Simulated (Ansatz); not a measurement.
# Lower states of Ni: further starts and searches

Aim: test whether Ni has a self-consistent state below the best one that plain SCF starts reached, by the runs listed below. The cell (2 atoms) is Ni in its experimental structure (space group Fm-3m, primitive cell doubled). Source: COD entry 9012998; the sample's temperature and pressure aren't taken into account.

Program: Ansatz 0.2.0. Level of theory: DFT PBEsol, PAW, plane waves, scalar-relativistic. These are calculated values, not measurements.

## 1. The system as given

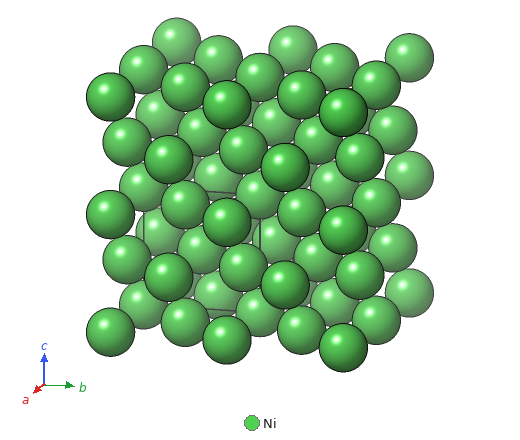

Start, viewed slightly off an axis; nickel green. 2×2×2 cells are drawn. Atoms on the faces are drawn again on the opposite ones. The cell drawn here is the conventional one.

Structure file:

```cif
data_structure
_symmetry_space_group_name_H-M 'Fm-3m'
_symmetry_Int_Tables_number 225
_cell_length_a 3.5388
_cell_length_b 3.5388
_cell_length_c 3.5388
_cell_angle_alpha 90.000
_cell_angle_beta 90.000
_cell_angle_gamma 90.000
_cell_volume 44.32
loop_
_atom_site_label
_atom_site_type_symbol
_atom_site_symmetry_multiplicity
_atom_site_Wyckoff_symbol
_atom_site_fract_x
_atom_site_fract_y
_atom_site_fract_z
_atom_site_occupancy
Ni1 Ni 4 a 0.00000 0.00000 0.00000 1
```

In tables a label like Ni2 counts atoms in the order of input.yaml; a structure file may count by element.

Known so far: 9 plain starts ended in 2 states. The lowest came from “parallel moments, Broyden mixing, no switch to direct minimisation [Ni1 2.00, Ni2 2.00 μB]”: ferromagnetic, site moments Ni1 0.67, Ni2 0.67 μB, total 1.27 μB per cell, no gap on the k-mesh, free energy -11609.9443 eV.

Runs to come: parallel moments, default search for lower states; opposed moments +-, default search for lower states; the moments typed in its input, symmetry off, plain SCF; the moments typed in its input, standard search for lower states; the moments typed in its input, symmetry off, default search.

A plain SCF has the search for lower states switched off and ends at the first converged state. The default search runs further SCF cycles only where the state itself hints at a lower one. The standard and full searches may also try other magnetic orders and fillings, and need not reach the lowest state. With a search on, the program may also reshape the start on open shells. Ends within 0.2 meV/atom and 0.1 μB count as one state.

Moments by site are taken inside atomic spheres; the rest lies between them.

## 2. Parallel moments, default search for lower states

File input.yaml:

```yaml
crystal:
  lattice:
    - [0.0, -1.7694, -1.7694]
    - [-3.5388, -1.7694, -1.7694]
    - [0.0, 1.7694, -1.7694]
  atoms:
    - { symbol: Ni, position: [0.0, 0.0, 0.0], spin: 2.0 }
    - { symbol: Ni, position: [0.0, 0.5, 0.5], spin: 2.0 }
magnetization:
  spin_polarized: true
hamiltonian:
  xc: pbesol
  pseudopotentials: { kind: paw }
basis:
  ecutwfc: 420
kpoints:
  mp_grid: { grid: [15, 9, 12] }
scf:
  occupations: { method: fermi_dirac, width: 0.1 }
output:
  forces: true
  stress: true
  write_density: true
  write_potential: true
  elf: true
  volumetric_format: npy
```

Run with:

```
$ ansatz run input.yaml --threads 2 --pin off --max-ram 5120MiB --backend cpu --events-out ev --progress --plain --runs-dir out
```

What it wrote, cut to the lines that bear on the results:

```text
Warning: crystal.symmetry: narrowed to the stabiliser of the k-point mesh — unitary ops 32 → 8; excluded 24 operations that carry a point of the 15×9×12 mesh (shift [0, 0, 0]) off the mesh (the run samples exactly the mesh kpoints.mp_grid names, as under crystal.symmetry.detect: false, [...]
Pseudopotentials: kind: paw
Pseudopotential: Ni, paw, valence charge 18, recommended cutoff 420 eV (normal), Ni.paw.azcp
Functional definition: PBEsol
[...]
Crystal: 2 atoms, lattice volume = 22.158 Å³
Basis set: ecut = 420 eV, 403 PW (Γ), exchange–correlation on 36×60×36 points (8 copies of the dense FFT grid, shifted against one another)
Bands: 24, of which v1, the nominal top of the filled ones, is band 18 counted from 1 (17 counted from 0)
Symmetry: 8 space group operations
k-points: 476 of 1620
[...]
Starting moments: Σ|m| = 4 μB on 2 of 2 sites
[...]
SCF iter   1: F=—  HF=-11609.024273 eV  |F-HF|=—  |Δ(HF+E_count)|=         —  Δρ=1.75e-1 (↑1.75e-1 ↓7.95e-2)  dr2=1.58e0  dr2_m=3.13e0  M=1.889 μB ∫|m|=2.028 μB  β_m=0.30  ethr=3.10e-3  ⟨swp⟩=4.8  Hψ=81635  notcnv=0
[...]
SCF iter   9: F=-11609.944339 eV  HF=-11609.944339 eV  |F-HF|=4.47e-10  |Δ(HF+E_count)|=   2.01e-8  Δρ=1.67e-6 (↑7.10e-7 ↓1.67e-6)  dr2=5.05e-10  dr2_m=6.97e-11  M=1.274 μB ∫|m|=1.441 μB  ethr=3.95e-11  ⟨swp⟩=6.8  Hψ=130760  notcnv=0
[...]
SCF converged after 9 iterations
Magnetization: 1.2745 μB (18.6372 up, 17.3628 down)
Absolute magnetization: 1.4430 μB (∫|ρ↑−ρ↓|, with the PAW one-centre terms)
Spin contamination: 0.0129 ħ² per cell (⟨S²⟩ above its minimum at these occupations)
Per-site moments (μB) at R_I (Å): [(0.6731480884020892, 1.0322026593709686), (0.6731480884020891, 1.0322026593709686)]
Free energy (F): -11609.944339 eV
[...]
E sigma→0 (E₀):  -11609.889163 eV
Entropy (-TS):   -0.110353 eV (-55.176 meV/atom)
Fermi energy:    17.578392 eV
[... 30 lines left out: energy terms, forces, stress, bands ...]
```

It took 20 s on 2 threads of Arm Neoverse V2, shared host; peak memory 0.66 GiB.

Nothing new: the 9 iterations lead to the state found in step 1 (ferromagnetic).

## 3. Opposed moments +-, default search for lower states

Changes to input.yaml since step 2:

```diff
@@ -7,3 +7,3 @@
     - { symbol: Ni, position: [0.0, 0.0, 0.0], spin: 2.0 }
-    - { symbol: Ni, position: [0.0, 0.5, 0.5], spin: 2.0 }
+    - { symbol: Ni, position: [0.0, 0.5, 0.5], spin: -2.0 }
 magnetization:
@@ -22,5 +22 @@
   stress: true
-  write_density: true
-  write_potential: true
-  elf: true
-  volumetric_format: npy
```

Run with:

```
$ ansatz run input.yaml --threads 2 --pin off --max-ram 5120MiB --backend cpu --events-out ev --progress --plain --runs-dir out
```

What it wrote, cut to the lines that bear on the results:

```text
Warning: crystal.symmetry: narrowed to the stabiliser of the k-point mesh — unitary ops 16 → 4; excluded 12 operations that carry a point of the 15×9×12 mesh (shift [0, 0, 0]) off the mesh (the run samples exactly the mesh kpoints.mp_grid names, as under crystal.symmetry.detect: false, [...]
[... 9 lines as in an earlier run ...]
Symmetry: 4 space group operations
[... 6 lines as in an earlier run ...]
Starting moments: Σ|m| = 4 μB on 2 of 2 sites
[... 2 lines as in an earlier run ...]
spin-down is spin-up translated by (0, 0.5, 0.5): one eigenproblem is solved per k-point and the antiferromagnetic symmetry of the starting moments is kept exactly by this SCF (crystal.symmetry.spin_inversion_symmetry: false solves both channels; [...]
SCF iter   1: F=—  HF=-11609.282217 eV  |F-HF|=—  |Δ(HF+E_count)|=         —  Δρ=2.12e-1 (↑2.12e-1 ↓2.12e-1)  dr2=1.52e0  dr2_m=8.54e0  M=0.000 μB ∫|m|=1.025 μB  β_m=0.30  ethr=3.10e-3  ⟨swp⟩=4.9  Hψ=41409  notcnv=0  defer=107
[...]
Starting moments: Σ|m| = 4 μB on 2 of 2 sites; this step starts from the density that it was given
[...]
SCF iter   2: F=-11609.944339 eV  HF=-11609.944339 eV  |F-HF|=4.57e-10  |Δ(HF+E_count)|=  5.82e-10  Δρ=2.47e-6 (↑2.47e-6 ↓1.87e-6)  dr2=1.22e-9  dr2_m=3.22e-10  M=1.274 μB ∫|m|=1.441 μB  ethr=5.25e-12  ⟨swp⟩=3.7  Hψ=65531  notcnv=0
[...]
the run went on to a lower state, not held to the crystal's whole symmetry: an SCF along what the orbitals of the run's state read of its open shells (or to have them read: on a GPU, or by another smearing), with the run's symmetry operations kept and the antiferromagnet's [...]
WARN: the starting moments were not kept: 1 of 2 ended reversed and 1 kept their direction, counting a site from 0.1 of the cell's largest site moment. The largest reversed, site 1 (counted from 0, in the order of the report's site_moments_mub), started with -2.0 μB and closes at +6.7e-1 [...]
SCF converged after 2 iterations
Magnetization: 1.2745 μB (18.6372 up, 17.3628 down)
Absolute magnetization: 1.4431 μB (∫|ρ↑−ρ↓|, with the PAW one-centre terms)
Spin contamination: 0.0129 ħ² per cell (⟨S²⟩ above its minimum at these occupations)
Per-site moments (μB) at R_I (Å): [(0.6731543039390165, 1.0322026593709686), (0.6731545273771855, 1.0322026593709686)]
Free energy (F): -11609.944339 eV
[...]
E sigma→0 (E₀):  -11609.889163 eV
Entropy (-TS):   -0.110352 eV (-55.176 meV/atom)
Fermi energy:    17.578398 eV
[... 30 lines left out: energy terms, forces, stress, bands ...]
```

Wall time 97 s (2 threads of Arm Neoverse V2, shared host); peak memory 1.8 GiB.

The run ends in the same state as step 1 (ferromagnetic); it took 19 iterations.

## 4. The moments typed in its input, symmetry off, plain SCF

Changes to input.yaml since step 3:

```diff
@@ -7,3 +7,4 @@
     - { symbol: Ni, position: [0.0, 0.0, 0.0], spin: 2.0 }
-    - { symbol: Ni, position: [0.0, 0.5, 0.5], spin: -2.0 }
+    - { symbol: Ni, position: [0.0, 0.5, 0.5], spin: 2.0 }
+  symmetry: { detect: false, time_reversal: true }
 magnetization:
@@ -19,2 +20,3 @@
   occupations: { method: fermi_dirac, width: 0.1 }
+  lower_state_search: "off"
 output:
@@ -22 +24,5 @@
   stress: true
+  write_density: true
+  write_potential: true
+  elf: true
+  volumetric_format: npy
```

Run with:

```
$ ansatz run input.yaml --threads 2 --pin off --max-ram 5120MiB --backend cpu --events-out ev --progress --plain --runs-dir out
```

What it wrote, cut to the lines that bear on the results:

```text
[... 9 lines as in an earlier run ...]
Symmetry: 1 space group operations
k-points: 811 of 1620 (time reversal used)
[... 5 lines as in an earlier run ...]
Starting moments: Σ|m| = 4 μB on 2 of 2 sites
[... 2 lines as in an earlier run ...]
[...]
SCF iter   1: F=—  HF=-11609.392690 eV  |F-HF|=—  |Δ(HF+E_count)|=         —  Δρ=1.22e-1 (↑1.22e-1 ↓1.16e-1)  dr2=2.32e-2  dr2_m=2.86e0  M=1.903 μB ∫|m|=2.109 μB  β_m=0.30  ethr=6.43e-5  ⟨swp⟩=1.0  Hψ=190956  notcnv=0
[...]
spin-set hold released at iteration 1 (the charge has settled, or the pull on large starting moments outlasts its swing): the magnetisation degrees of freedom join the quasi-Newton model from the next iteration; the mixer history was flushed
[...]
SCF iter  11: F=-11609.944339 eV  HF=-11609.944339 eV  |F-HF|=1.09e-9  |Δ(HF+E_count)|=   6.37e-9  Δρ=3.08e-6 (↑1.03e-6 ↓3.08e-6)  dr2=1.33e-9  dr2_m=4.23e-10  M=1.274 μB ∫|m|=1.441 μB  ethr=1.75e-10  ⟨swp⟩=5.7  Hψ=211985  notcnv=0
[...]
SCF converged after 11 iterations
Magnetization: 1.2745 μB (18.6372 up, 17.3628 down)
Absolute magnetization: 1.4430 μB (∫|ρ↑−ρ↓|, with the PAW one-centre terms)
Spin contamination: 0.0129 ħ² per cell (⟨S²⟩ above its minimum at these occupations)
Per-site moments (μB) at R_I (Å): [(0.6731455423737525, 1.0322026593709686), (0.673146563443857, 1.0322026593709686)]
Free energy (F): -11609.944339 eV
[...]
E sigma→0 (E₀):  -11609.889163 eV
Entropy (-TS):   -0.110353 eV (-55.176 meV/atom)
Fermi energy:    17.578401 eV
[... 30 lines left out: energy terms, forces, stress, bands ...]
```

Wall time 72 s (2 threads of Arm Neoverse V2, shared host); peak memory 0.97 GiB.

The run ends in the same state as step 1 (ferromagnetic); it took 11 iterations.

## 5. The moments typed in its input, standard search for lower states

Changes to input.yaml since step 4:

```diff
@@ -8,3 +8,2 @@
     - { symbol: Ni, position: [0.0, 0.5, 0.5], spin: 2.0 }
-  symmetry: { detect: false, time_reversal: true }
 magnetization:
@@ -20,3 +19,3 @@
   occupations: { method: fermi_dirac, width: 0.1 }
-  lower_state_search: "off"
+  lower_state_search: standard
 output:
@@ -24,5 +23 @@
   stress: true
-  write_density: true
-  write_potential: true
-  elf: true
-  volumetric_format: npy
```

Run with:

```
$ ansatz run input.yaml --threads 2 --pin off --max-ram 5120MiB --backend cpu --events-out ev --progress --plain --runs-dir out
```

What it wrote, cut to the lines that bear on the results:

```text
[... 1 line as in an earlier run ...]
the run goes by scf.lower_state_search standard: where its kind and settings allow, a search for a lower-energy state can add stability tests and further SCF calculations, which can take several times, in some runs tens of times, as long as the SCF (see the manual's entry of the key); [...]
[... 16 lines as in an earlier run ...]
Starting moments: Σ|m| = 4 μB on 2 of 2 sites
[... 2 lines as in an earlier run ...]
SCF iter   1: F=—  HF=-11609.024273 eV  |F-HF|=—  |Δ(HF+E_count)|=         —  Δρ=1.75e-1 (↑1.75e-1 ↓7.95e-2)  dr2=1.58e0  dr2_m=3.13e0  M=1.889 μB ∫|m|=2.028 μB  β_m=0.30  ethr=3.10e-3  ⟨swp⟩=4.8  Hψ=81635  notcnv=0
[...]
SCF iter   9: F=-11609.944339 eV  HF=-11609.944339 eV  |F-HF|=4.51e-10  |Δ(HF+E_count)|=   2.01e-8  Δρ=1.67e-6 (↑7.11e-7 ↓1.67e-6)  dr2=5.05e-10  dr2_m=6.96e-11  M=1.274 μB ∫|m|=1.441 μB  ethr=3.95e-11  ⟨swp⟩=2.0  Hψ=72711  notcnv=0
[...]
SCF converged after 9 iterations
Magnetization: 1.2745 μB (18.6372 up, 17.3628 down)
Absolute magnetization: 1.4430 μB (∫|ρ↑−ρ↓|, with the PAW one-centre terms)
Spin contamination: 0.0129 ħ² per cell (⟨S²⟩ above its minimum at these occupations)
Per-site moments (μB) at R_I (Å): [(0.673148086928907, 1.0322026593709686), (0.6731480869289068, 1.0322026593709686)]
Free energy (F): -11609.944339 eV
[...]
E sigma→0 (E₀):  -11609.889163 eV
Entropy (-TS):   -0.110353 eV (-55.176 meV/atom)
Fermi energy:    17.578392 eV
[... 25 lines left out: energy terms, forces, stress ...]
```

Wall time 16 s (2 threads of Arm Neoverse V2, shared host); peak memory 0.64 GiB.

This is the state of step 1 again (ferromagnetic), after 9 iterations.

## 6. The moments typed in its input, symmetry off, default search

Changes to input.yaml since step 5:

```diff
@@ -8,2 +8,3 @@
     - { symbol: Ni, position: [0.0, 0.5, 0.5], spin: 2.0 }
+  symmetry: { detect: false, time_reversal: true }
 magnetization:
@@ -19,3 +20,2 @@
   occupations: { method: fermi_dirac, width: 0.1 }
-  lower_state_search: standard
 output:
```

Run with:

```
$ ansatz run input.yaml --threads 2 --pin off --max-ram 5120MiB --backend cpu --events-out ev --progress --plain --runs-dir out
```

What it wrote, cut to the lines that bear on the results:

```text
[... 16 lines as in an earlier run ...]
Starting moments: Σ|m| = 4 μB on 2 of 2 sites
[... 2 lines as in an earlier run ...]
SCF iter   1: F=—  HF=-11609.024345 eV  |F-HF|=—  |Δ(HF+E_count)|=         —  Δρ=1.75e-1 (↑1.75e-1 ↓7.95e-2)  dr2=1.58e0  dr2_m=3.13e0  M=1.889 μB ∫|m|=2.028 μB  β_m=0.30  ethr=3.10e-3  ⟨swp⟩=4.9  Hψ=139000  notcnv=0
[...]
SCF iter  11: F=-11609.944339 eV  HF=-11609.944339 eV  |F-HF|=2.29e-10  |Δ(HF+E_count)|=  6.91e-11  Δρ=1.01e-6 (↑5.98e-7 ↓1.01e-6)  dr2=2.90e-10  dr2_m=2.91e-11  M=1.274 μB ∫|m|=1.441 μB  ethr=4.85e-11  ⟨swp⟩=2.0  Hψ=114711  notcnv=0
[...]
SCF converged after 11 iterations
Magnetization: 1.2745 μB (18.6372 up, 17.3628 down)
Absolute magnetization: 1.4430 μB (∫|ρ↑−ρ↓|, with the PAW one-centre terms)
Spin contamination: 0.0129 ħ² per cell (⟨S²⟩ above its minimum at these occupations)
Per-site moments (μB) at R_I (Å): [(0.673149139412002, 1.0322026593709686), (0.6731482293109972, 1.0322026593709686)]
Free energy (F): -11609.944339 eV
[...]
E sigma→0 (E₀):  -11609.889163 eV
Entropy (-TS):   -0.110352 eV (-55.176 meV/atom)
Fermi energy:    17.578389 eV
[... 25 lines left out: energy terms, forces, stress ...]
```

Run time: 55 s. Hardware: 2 threads of Arm Neoverse V2, shared host; peak memory 1 GiB.

Nothing new: the 11 iterations lead to the state found in step 1 (ferromagnetic).

## 7. All ends together

| step | iterations | state | moments of Ni1 Ni2 (μB) | total (μB) | gap (eV) | pressure (GPa) | above lowest (meV/atom) |
| --- | --- | --- | --- | --- | --- | --- | --- |
| 1 | 15 | 1 | 0.67 0.67 | 1.27 | none | -12.4 | 0.0 |
| 2 | 9 | 1 | 0.67 0.67 | 1.27 | none | -12.4 | 0.0 |
| 3 | 19 | 1 | 0.67 0.67 | 1.27 | none | -12.4 | 0.0 |
| 4 | 11 | 1 | 0.67 0.67 | 1.27 | none | -12.4 | 0.0 |
| 5 | 9 | 1 | 0.67 0.67 | 1.27 | none | -12.4 | 0.0 |
| 6 | 11 | 1 | 0.67 0.67 | 1.27 | none | -12.4 | 0.0 |

States are numbered from the lowest. Starts by step: 2 parallel moments, default search for lower states; 3 opposed moments +-, default search for lower states; 4 the moments typed in its input, symmetry off, plain SCF; 5 the moments typed in its input, standard search for lower states; 6 the moments typed in its input, symmetry off, default search. Step 1 is the best of the earlier plain starts.

The 5 runs of this session took 4.3 min in all, from 16 s to 97 s each.

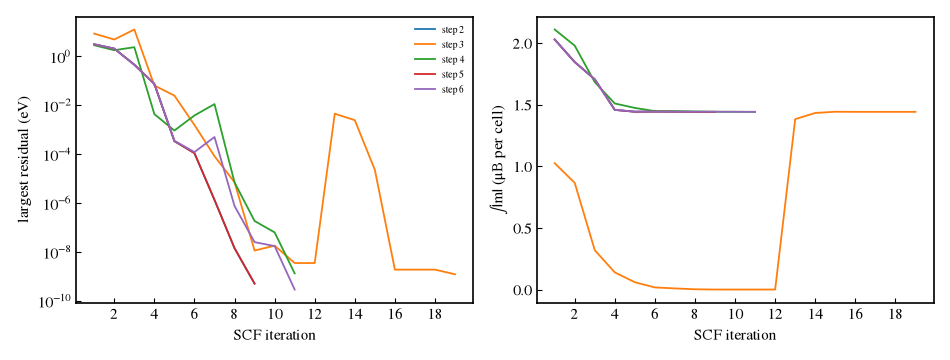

Residual and absolute moment along the iterations.

## 8. Summary of results

| quantity | value |
| --- | --- |
| distinct states | 1 from 6 converged runs, the best start of step 1 counted |
| lowest state | ferromagnetic |
| its moments | Ni1 0.67, Ni2 0.67 μB |
| total moment | 1.27 μB per cell |
| gap on the k-mesh | none |
| pressure | -12.4 GPa |
| largest force | 0.000 eV/Å |

What this shows: No run goes below the best plain start. 6 runs converged, all to one state. The search isn't exhaustive: larger magnetic cells and non-collinear orders weren't tried. The mesh has less symmetry than the lattice, which lowers the symmetry of the run.
